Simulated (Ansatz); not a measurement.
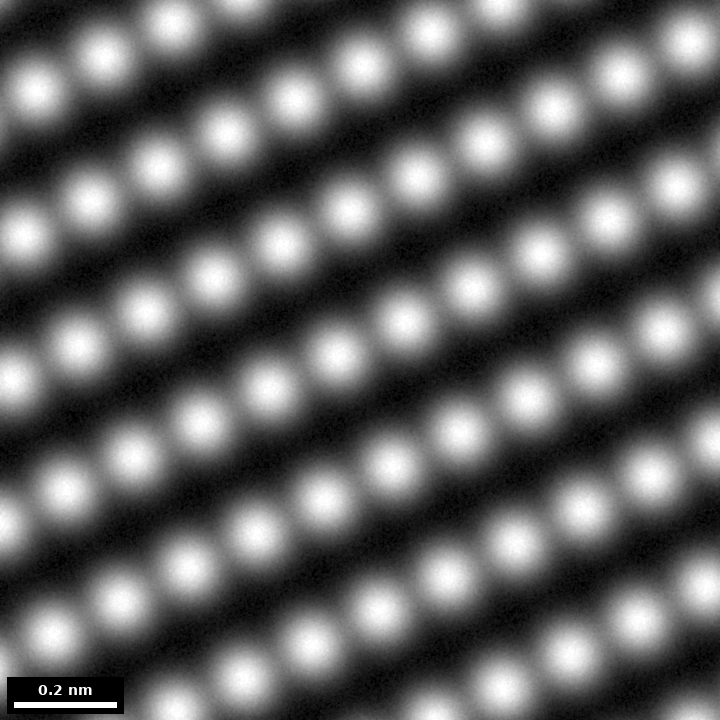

Dark-field STEM-like image of a crystal. Simulation: incoherent imaging, intensity Z^1.7 per atom, probe width 0.92 Å, thin sample. The probe carries 25 % of its weight in a tail 2.5 times as wide. The display is stretched by a gamma of 0.65; percentages refer to the linear signal. Shot noise was added.

Give the net of the columns and its spacings.

The pattern repeats on a rectangular net of 1.5 × 2.4 Å.

Which plane group does this projection have?

p2mm: mirror lines in two perpendicular directions, with twofold points where they cross.

How many columns does the smallest repeating cell hold, and how many levels of brightness?

1 column in the primitive cell of 3.6 Å², all of one brightness.

The crystal is Ta (Fm-3m, No. 225) seen along [211]. Structure used: the input geometry of an electronic-structure calculation (not necessarily at equilibrium); the starting structure was generated, so it need not be a known form of this composition.
